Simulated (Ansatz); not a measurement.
Geometry relaxation, with input and output: Al17N15 (charge −2) (part 1 of 2)

System: Al17N15 (defect cell, 32 atoms in the cell, total charge −2).
Method: DFT PBE, scalar-relativistic, plane waves, PAW, no spin polarisation (Ansatz 0.2.0).

The structure derives from a Materials Project entry. It belongs to a series of runs on one base structure; here: Al on a N site (c), charge -2, atoms relaxed at the host's cell.

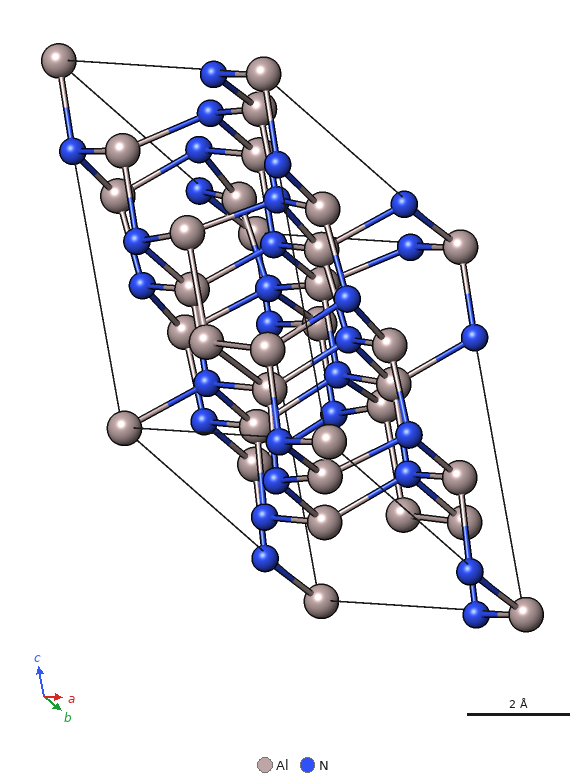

**Figure 1.** The input geometry (ball-and-stick view of the cell of the calculation, seen at an oblique angle). An atom can appear more than once, as a periodic image.

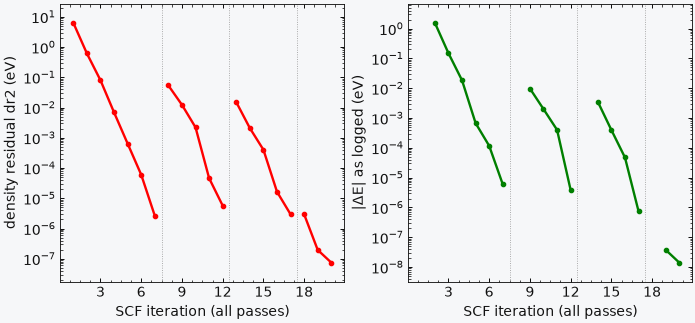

**Figure 2.** Convergence of the self-consistent field: density residual dr2 and size of the energy change against the SCF iteration. The dotted lines part the SCF passes of the relaxation: geometry steps, rejected trials and re-solves on a re-selected basis. The passes take 7, 5, 5 and 3 iterations.

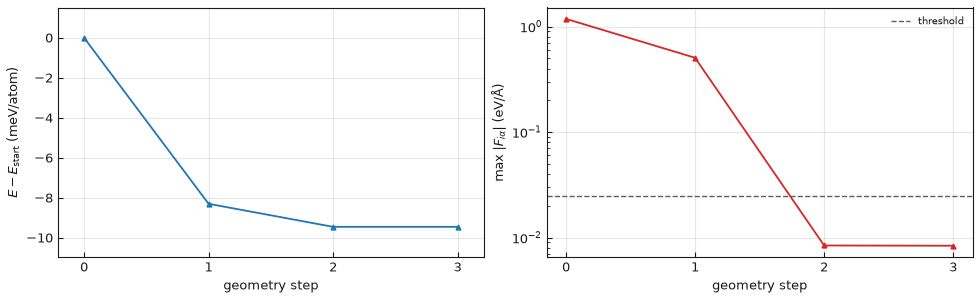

**Figure 3.** Progress of the relaxation, step by step (the first geometry is step 0 here and step 1 in the log).

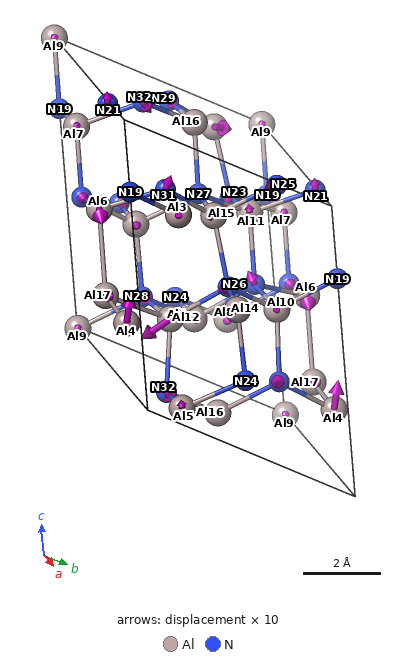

**Figure 4.** The starting structure with the displacements as pink arrows, magnified 10 times (ball-and-stick view of the cell of the calculation, seen slightly off an axis). The energy falls by 9.5 meV per atom in 3 geometry steps. Largest force component: 1.2 eV/Å at the start, 0.0084 eV/Å at the end. The largest move is that of Al1, 0.098 Å. Largest moves by element: Al 0.098 Å, N 0.044 Å. The cell stays as it was. Among the contacts that change: Al1–N26 1.844 → 1.909 Å, Al4–N21 1.864 → 1.910 Å, Al4–Al17 2.280 → 2.236 Å, Al6–Al17 2.274 → 2.235 Å. Among the angles that change: Al1–Al17–Al13 114.5° → 109.6°, Al1–N28–Al9 110.9° → 106.7°, Al17–Al1–N28 99.4° → 103.1°. (Atoms are counted from 1 in the order of the input.)

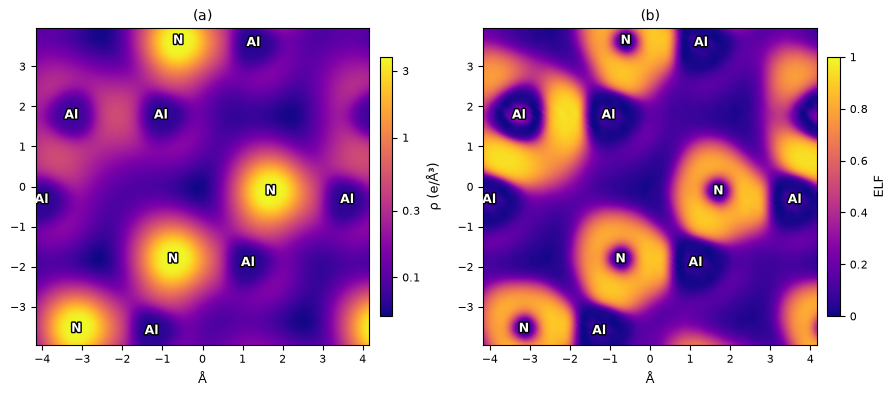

**Figure 5.** (a) valence pseudo-density; (b) ELF on the (011̄) plane of the calculation cell. Al–N (1.87 Å): ρ is about 0.72 e/Å³ halfway; the ELF is about 0.85 at the midpoint. Al–Al (2.23 Å): ρ is about 0.48 e/Å³ halfway, a local maximum along the line; the ELF peaks at about 0.95 between the atoms (a covalent bond). Al–N (1.91 Å): ρ is about 0.66 e/Å³ halfway; the ELF is about 0.85 at the midpoint. Away from the nuclei the density in this plane falls to 0.05 e/Å³ at its lowest. In a PAW calculation such maps are meaningful between the atoms, not at the nuclei.

The input and output of the run follow.

### Input file
```yaml
crystal:
  lattice:
    - [-4.4031742015, 4.4031742015, -4.4031742015]
    - [4.4031742015, -4.4031742015, -4.4031742015]
    - [-4.4031742015, -4.4031742015, 4.4031742015]
  atoms:
    - { symbol: Al, position: [0.5118819983, 0.304844705, 0.2646254553] }
    - { symbol: Al, position: [0.2603390786, 0.2514882517, 0.502638068] }
    - { symbol: Al, position: [-0.0109488724, 0.2359810156, 0.7398649188] }
    - { symbol: Al, position: [0.7892160502, -0.0025214096, 0.2385631193] }
    - { symbol: Al, position: [0.752004379, 0.2516720584, 0.0112780895] }
    - { symbol: Al, position: [0.4925860182, 0.0013143425, 0.5473704072] }
    - { symbol: Al, position: [0.2462399334, -0.0001712263, 0.7609775269] }
    - { symbol: Al, position: [0.0087050256, 0.7483145132, 0.2510104248] }
    - { symbol: Al, position: [1.0101345834, 0.9998559705, 0.9970548918] }
    - { symbol: Al, position: [0.7529729193, 0.7638581404, 0.5037543254] }
    - { symbol: Al, position: [0.500182714, 0.7481141835, 0.7593925555] }
    - { symbol: Al, position: [0.2473513786, 0.5084149169, 0.249725145] }
    - { symbol: Al, position: [0.2069624545, 0.6975801129, -0.0444539107] }
    - { symbol: Al, position: [-0.0095054178, 0.4913527103, 0.4894223206] }
    - { symbol: Al, position: [0.738771888, 0.4913104816, 0.7412361589] }
    - { symbol: Al, position: [0.4989572928, 0.5083183935, -0.0020404698] }
    - { symbol: Al, position: [0.4936372809, -0.0024902535, 0.248342957] }
    - { symbol: "N", position: [0.2367115017, -8.91576e-05, 0.5141073926] }
    - { symbol: "N", position: [-0.0004040546, -0.0001097787, 0.7504333564] }
    - { symbol: "N", position: [0.7596506002, 0.7444249269, 0.2502159222] }
    - { symbol: "N", position: [0.7631697441, -0.0001091592, -0.0124205171] }
    - { symbol: "N", position: [0.499541928, 0.7441636432, 0.5106533957] }
    - { symbol: "N", position: [0.239229004, 0.7393088208, 0.7339956052] }
    - { symbol: "N", position: [-0.0003628764, 0.4999673082, 0.2503415619] }
    - { symbol: "N", position: [-0.0163958696, 0.73948385, -0.0099391076] }
    - { symbol: "N", position: [0.7625463167, 0.5264252715, 0.5132186133] }
    - { symbol: "N", position: [0.4995474264, 0.4998217651, 0.7502869043] }
    - { symbol: "N", position: [0.2441874744, 0.2601632088, 0.2504569024] }
    - { symbol: "N", position: [0.2360359115, 0.4734074305, -0.013311854] }
    - { symbol: "N", position: [0.0153668431, 0.2554857177, 0.5058467978] }
    - { symbol: "N", position: [0.7554483921, 0.2557976376, 0.7667087021] }
    - { symbol: "N", position: [0.4997656159, 0.260277061, -0.0052236451] }
  host:
    lattice:
      - [0.0, 2.2015871008, 2.2015871008]
      - [2.2015871008, 0.0, 2.2015871008]
      - [2.2015871008, 2.2015871008, 0.0]
    atoms:
      - { symbol: Al, position: [0.0, 0.0, 0.0] }
      - { symbol: "N", position: [0.75, 0.75, 0.75] }
total_charge: -2
basis:
  ecutwfc: 420
  xc_grid: 2
kpoints:
  mp_grid: { grid: [2, 2, 2], shift: [0.5, 0.5, 0.5] }
hamiltonian:
  xc: pbe
scf:
  occupations: { method: gaussian, width: 0.01 }
output:
  forces: true
  stress: false
  eigenvalues: true
  charged_corrections:
    defect_position: [0.5, 0.0, 0.25]
    epsilon: [[8.6591, 0.0, 0.0], [0.0, 8.6591, 0.0], [0.0, 0.0, 8.6591]]
  write_density: true
  write_potential: true
  elf: true
  volumetric_format: npy
relax:
  adjacent_minimum: "off"
  f_tol: 0.025
  max_steps: 45
```

Run as:
```bash
ansatz run input.yaml --threads 4 --pin off --max-ram 10240MiB --backend cpu --events-out ev --progress --plain --runs-dir out
```

### What the program printed
```
Engine: ansatz 0.2.0, aarch64-unknown-linux-gnu
Pseudopotentials: kind: paw
Pseudopotential: Al, paw, valence charge 3, recommended cutoff 420 eV (normal), Al.paw.azcp
Pseudopotential: N, paw, valence charge 5, recommended cutoff 420 eV (normal), N.paw.azcp
Functional definition: PBE
  parameter kappa = 0.804
  parameter beta = 0.06672455060314922
  exchange = pbe_x(kappa = kappa, mu = beta*pi^2/3)
  correlation = pbe_c(beta = beta)
Crystal: 32 atoms, lattice volume = 341.474 Å³
Basis set: ecut = 420 eV, 6699 PW (Γ), exchange–correlation on 108×108×108 points (8 copies of the dense FFT grid, shifted against one another)
Bands: 96, of which v1, the nominal top of the filled ones, is band 64 counted from 1 (63 counted from 0)
Symmetry: 1 space group operations
Space group: P1 (ITA 1), of the structure as read, at distance tolerance 7.0e-5 Å
k-points: 4 of 8 (time reversal used)
Non-local potential: Al, projectors of the file, l = 0: 2, l = 1: 2, l = 2: 1
Non-local potential: N, projectors of the file, l = 0: 2, l = 1: 2, l = 2: 1
PAW form: soft (Blöchl's): semilocal exchange-correlation on the pseudo side does not see the compensation charge
PAW one-centre angular grid: Al, 110 points (default); XC on 64 Gauss nodes
PAW one-centre angular grid: N, 110 points (default); XC on 64 Gauss nodes
Initial density: superposition of atomic densities (neutral atoms scaled as one to the charged cell's electrons: chi_scale 0, normalization atom), corrected by the library's trained network
Initial wavefunctions: pseudopotential atomic-orbital guess
Functional: x = pbe(κ = 0.804, μ = 0.2195149727645171), c = pbe(β = 0.06672455060314922)
SCF iter   1: F=—  HF=-14911.648587 eV  |F-HF|=—  |Δ(HF+E_count)|=         —  Δρ=2.77e-2  dr2=6.34e0  ethr=1.77e-3  ⟨swp⟩=6.2  Hψ=1803  notcnv=0  defer=59
preconditioner: auto → Resta (q_TF=auto, 2.317 Å⁻¹)  ε∞=4.3  [insulator: Δε(μ)=1.157 eV  Ē_g=12.451 eV  σ=0.010 eV  W_gap=1.00  n_scr=78 (ndim 8)  ℏωp=22.7 eV  f_vac=0.000  D(μ)=0.00/eV (n_scr^D=0)  ε∞_Penn≈4.3]
SCF iter   2: F=—  HF=-14910.075494 eV  |F-HF|=—  |Δ(HF+E_count)|=    1.57e0  Δρ=8.20e-3  dr2=6.14e-1  ethr=1.77e-3  ⟨swp⟩=3.0  Hψ=644  notcnv=0  defer=104
SCF iter   3: F=—  HF=-14909.925004 eV  |F-HF|=—  |Δ(HF+E_count)|=   1.50e-1  Δρ=3.76e-3  dr2=7.97e-2  ethr=4.80e-4  ⟨swp⟩=2.2  Hψ=485  notcnv=0  defer=104
SCF iter   4: F=—  HF=-14909.906480 eV  |F-HF|=—  |Δ(HF+E_count)|=   1.85e-2  Δρ=1.39e-3  dr2=6.89e-3  ethr=6.22e-5  ⟨swp⟩=2.8  Hψ=480  notcnv=0  defer=104
SCF iter   5: F=—  HF=-14909.905804 eV  |F-HF|=—  |Δ(HF+E_count)|=   6.76e-4  Δρ=4.36e-4  dr2=6.40e-4  ethr=5.39e-6  ⟨swp⟩=2.8  Hψ=615  notcnv=0  defer=104
SCF iter   6: F=—  HF=-14909.905687 eV  |F-HF|=—  |Δ(HF+E_count)|=   1.17e-4  Δρ=1.39e-4  dr2=6.00e-5  ethr=5.00e-7  ⟨swp⟩=2.0  Hψ=556  notcnv=0  defer=104
SCF iter   7: F=-14909.905681 eV  HF=-14909.905681 eV  |F-HF|=2.69e-7  |Δ(HF+E_count)|=   6.00e-6  Δρ=2.92e-5  dr2=2.64e-6  ethr=1.22e-8  ⟨swp⟩=20.2  Hψ=3902  notcnv=0
SCF 1 converged in 7 iterations: F = -14909.905681 eV  dr2 = 2.64e-6
  greatest PAW one-centre occupation: 0.794 electrons in one spin orbital (limit 2), on the N atom at site 25 (counted from 0), in its partial waves of l = 0
relax step   1: F+E_penalty+E_count = -14909.90568122 eV  Δ(F+E_penalty+E_count) = +0.000e0 eV  max|allowed force component| = 1.182e0 eV/Å  Δτ_max = 0.0000 Å  (7 SCF iters, dr2 threshold 1.56e-5 eV, accepted)
Initial density: handed on by an earlier stage of this run
Initial wavefunctions: those handed on with the density
iter 1 solved again at ethr=4.15e-5 eV; its pass at ethr=3.10e-3 eV (dr2=5.31e-2 eV) is discarded
SCF iter   1: F=—  HF=-14910.183514 eV  |F-HF|=—  |Δ(HF+E_count)|=         —  Δρ=4.13e-3  dr2=5.37e-2  ethr=4.15e-5  ⟨swp⟩=2.0  Hψ=1300  notcnv=0  defer=103
preconditioner: auto → Resta (q_TF=auto, 2.317 Å⁻¹)  ε∞=4.2  [insulator: Δε(μ)=0.703 eV  Ē_g=12.666 eV  σ=0.010 eV  W_gap=1.00  n_scr=78 (ndim 8)  ℏωp=22.7 eV  f_vac=0.000  D(μ)=0.00/eV (n_scr^D=0)  ε∞_Penn≈4.2]
SCF iter   2: F=—  HF=-14910.173717 eV  |F-HF|=—  |Δ(HF+E_count)|=   9.80e-3  Δρ=2.06e-3  dr2=1.23e-2  ethr=4.15e-5  ⟨swp⟩=2.5  Hψ=481  notcnv=0  defer=103
SCF iter   3: F=—  HF=-14910.171713 eV  |F-HF|=—  |Δ(HF+E_count)|=   2.00e-3  Δρ=8.48e-4  dr2=2.21e-3  ethr=9.59e-6  ⟨swp⟩=2.0  Hψ=456  notcnv=0  defer=103
SCF iter   4: F=—  HF=-14910.171312 eV  |F-HF|=—  |Δ(HF+E_count)|=   4.01e-4  Δρ=1.31e-4  dr2=4.62e-5  ethr=1.72e-6  ⟨swp⟩=2.0  Hψ=515  notcnv=0  defer=103
SCF iter   5: F=-14910.171314 eV  HF=-14910.171316 eV  |F-HF|=2.32e-6  |Δ(HF+E_count)|=   3.84e-6  Δρ=4.51e-5  dr2=5.70e-6  ethr=3.61e-8  ⟨swp⟩=18.2  Hψ=3538  notcnv=0
SCF 2 converged in 5 iterations: F = -14910.171314 eV  dr2 = 5.70e-6
  greatest PAW one-centre occupation: 0.793 electrons in one spin orbital (limit 2), on the N atom at site 25 (counted from 0), in its partial waves of l = 0
relax step   2: F+E_penalty+E_count = -14910.17131360 eV  Δ(F+E_penalty+E_count) = -2.656e-1 eV  max|allowed force component| = 5.056e-1 eV/Å  Δτ_max = 0.0587 Å  (5 SCF iters, dr2 threshold 8.74e-5 eV, accepted)
SCF iter   1: F=—  HF=-14910.212148 eV  |F-HF|=—  |Δ(HF+E_count)|=         —  Δρ=2.20e-3  dr2=1.51e-2  ethr=5.95e-5  ⟨swp⟩=3.0  Hψ=780  notcnv=0  defer=104
preconditioner: auto → Resta (q_TF=auto, 2.317 Å⁻¹)  ε∞=4.2  [insulator: Δε(μ)=0.822 eV  Ē_g=12.658 eV  σ=0.010 eV  W_gap=1.00  n_scr=78 (ndim 8)  ℏωp=22.7 eV  f_vac=0.000  D(μ)=0.00/eV (n_scr^D=0)  ε∞_Penn≈4.2]
SCF iter   2: F=—  HF=-14910.208620 eV  |F-HF|=—  |Δ(HF+E_count)|=   3.53e-3  Δρ=8.26e-4  dr2=2.09e-3  ethr=1.18e-5  ⟨swp⟩=2.2  Hψ=601  notcnv=0  defer=104
SCF iter   3: F=—  HF=-14910.208224 eV  |F-HF|=—  |Δ(HF+E_count)|=   3.97e-4  Δρ=3.80e-4  dr2=4.02e-4  ethr=1.63e-6  ⟨swp⟩=2.5  Hψ=484  notcnv=0  defer=104
SCF iter   4: F=—  HF=-14910.208176 eV  |F-HF|=—  |Δ(HF+E_count)|=   4.76e-5  Δρ=7.22e-5  dr2=1.64e-5  ethr=3.14e-7  ⟨swp⟩=2.0  Hψ=476  notcnv=0  defer=104
SCF iter   5: F=-14910.208175 eV  HF=-14910.208177 eV  |F-HF|=2.23e-6  |Δ(HF+E_count)|=   7.48e-7  Δρ=2.93e-5  dr2=2.94e-6  ethr=1.25e-8  ⟨swp⟩=18.2  Hψ=3261  notcnv=0
SCF 3 converged in 5 iterations: F = -14910.208175 eV  dr2 = 2.94e-6
  Residual-converged pass: ⟨swp⟩=1.0  Hψ=400  notcnv=0  max |occ|·‖R‖ = 7.0e-9 eV (tolerance 1.0e-8 eV)  dr2=2.94e-6  dr2_onsite=1.76e-7  max |Δocc| = 0.0e0
  greatest PAW one-centre occupation: 0.792 electrons in one spin orbital (limit 2), on the N atom at site 18 (counted from 0), in its partial waves of l = 0
relax step   3: F+E_penalty+E_count = -14910.20817451 eV  Δ(F+E_penalty+E_count) = -3.686e-2 eV  max|allowed force component| = 8.417e-3 eV/Å  Δτ_max = 0.0396 Å  (5 SCF iters, dr2 threshold 1.60e-5 eV, accepted)
iter 1 solved again at ethr=2.30e-9 eV; its pass at ethr=3.10e-3 eV (dr2=2.94e-6 eV) is discarded
SCF iter   1: F=—  HF=-14910.208176 eV  |F-HF|=—  |Δ(HF+E_count)|=         —  Δρ=2.93e-5  dr2=2.94e-6  ethr=2.30e-9  ⟨swp⟩=1.0  Hψ=920  notcnv=0
preconditioner: auto → Resta (q_TF=auto, 2.317 Å⁻¹)  ε∞=4.2  [insulator: Δε(μ)=0.832 eV  Ē_g=12.654 eV  σ=0.010 eV  W_gap=1.00  n_scr=78 (ndim 8)  ℏωp=22.7 eV  f_vac=0.000  D(μ)=0.00/eV (n_scr^D=0)  ε∞_Penn≈4.2]
SCF iter   2: F=—  HF=-14910.208176 eV  |F-HF|=—  |Δ(HF+E_count)|=   3.78e-8  Δρ=6.97e-6  dr2=1.95e-7  ethr=2.30e-9  ⟨swp⟩=2.0  Hψ=532  notcnv=0
SCF iter   3: F=-14910.208176 eV  HF=-14910.208176 eV  |F-HF|=6.92e-9  |Δ(HF+E_count)|=   1.41e-8  Δρ=4.33e-6  dr2=7.44e-8  ethr=7.81e-11  ⟨swp⟩=8.0  Hψ=1892  notcnv=0
SCF 4 converged in 3 iterations: F = -14910.208176 eV  dr2 = 7.44e-8
  greatest PAW one-centre occupation: 0.792 electrons in one spin orbital (limit 2), on the N atom at site 23 (counted from 0), in its partial waves of l = 0
relax step   4: F+E_penalty+E_count = -14910.20817615 eV  Δ(F+E_penalty+E_count) = -1.642e-6 eV  max|allowed force component| = 8.369e-3 eV/Å  Δτ_max = 0.0000 Å  (3 SCF iters, accepted)
SCF converged after 3 iterations
Free energy (F): -14910.208176 eV
Harris-Foulkes:  -14910.208176 eV  (|F-HF|=6.92e-9)
Internal energy: -14910.208176 eV  (E = F + TS)
E sigma→0 (E₀):  -14910.208176 eV
Fermi energy:    10.029695 eV
--- Per-component energies (eV) ---
  E_band       = 266.826003
  E_kinetic    = 2482.958184
  E_local      = -3534.380663  (includes V_loc(G=0)·N_el)
  E_nonlocal   = 866.578382
  E_hartree    = 1260.543679
  E_xc         = -1630.276008
  E_vxc        = -1707.437097  (∫ρ·V_xc dr)
  E_paw        = -9868.174522  (= ΣΔE_a)
  E_vpaw       = -361.981485  (= ΣTr[D̂ρ^β])
  E_aug_tail   = 0.001487  (compensation charges beyond the density's cutoff)
  E_ewald      = -4487.458715
  E_smearing   = -0.000000  (= −TS)
  E_closure    = 0.000000  (closes the sum)
  E_deformation_potential = -34.436548  (in the stress; not in F)
  Σ components = -14910.208176   (vs F -14910.208176, Δ=0.00e0)
--- Forces (eV/Å), atoms counted from 1 ---
  atom   1  Al     0.00788635    -0.00174802     0.00172908
  atom   2  Al     0.00204740     0.00642140     0.00197337
  atom   3  Al     0.00203125    -0.00362815     0.00119528
  atom   4  Al    -0.00387070     0.00773606    -0.00550256
  atom   5  Al     0.00457243     0.00343007     0.00217308
  atom   6  Al     0.00286908    -0.00574485     0.00479256
  atom   7  Al     0.00173444     0.00615933    -0.00039919
  atom   8  Al     0.00450046    -0.00525203    -0.00326529
  atom   9  Al     0.00080070    -0.00394050     0.00836900
  atom  10  Al     0.00285142     0.00290352     0.00721522
  atom  11  Al     0.00562281    -0.00137669    -0.00395219
  atom  12  Al    -0.00401293     0.00041521    -0.00625152
  atom  13  Al     0.00209261     0.00335957     0.00496074
  atom  14  Al    -0.00575420    -0.00464977     0.00127587
  atom  15  Al    -0.00430759     0.00330997    -0.00055777
  atom  16  Al    -0.00275208    -0.00831067     0.00149011
  atom  17  Al    -0.00365610     0.00075689    -0.00460632
  atom  18  N     -0.00389024    -0.00310349     0.00122757
  atom  19  N     -0.00032310     0.00167654     0.00157440
  atom  20  N     -0.00096906     0.00498439    -0.00192998
  atom  21  N     -0.00142324     0.00207093    -0.00372101
  atom  22  N      0.00383334    -0.00416177    -0.00083763
  atom  23  N     -0.00224156    -0.00427870    -0.00017104
  atom  24  N     -0.00005655     0.00078493    -0.00258256
  atom  25  N     -0.00462524    -0.00168739    -0.00322732
  atom  26  N     -0.00052883    -0.00324818    -0.00189692
  atom  27  N     -0.00014436     0.00126489    -0.00495336
  atom  28  N     -0.00063269    -0.00542180     0.00501370
  atom  29  N      0.00236474     0.00667512     0.00630870
  atom  30  N     -0.00526299    -0.00031977    -0.00352418
  atom  31  N     -0.00050711     0.00047199     0.00077388
  atom  32  N      0.00175476     0.00445039    -0.00270029
  max |Σ_I F_I| component: 6.54e-6 eV/Å
--- Charged-cell corrections in eV (Makov–Payne, q = -2.000 e, ε = 8.659) ---
  F (periodic)     = -14910.208176  (uncorrected; the corrections below are reported, never added to it)
  E_corr1          = +1.374431  (monopole, q²α_M/2εL)
  F Makov-Payne    = -14908.833745  (F + E_corr1; no measured alignment; for a localised charge, not one spread in a band: unchecked)
  no potential alignment in this run, which stands beside a crystal: run the host's input off ansatz write-host-input, and read the two finished runs by ansatz place-levels (neither reads a slab, a wire or a sheet, whose cell leaves a vacuum)
--- Band table (eV) ---
```
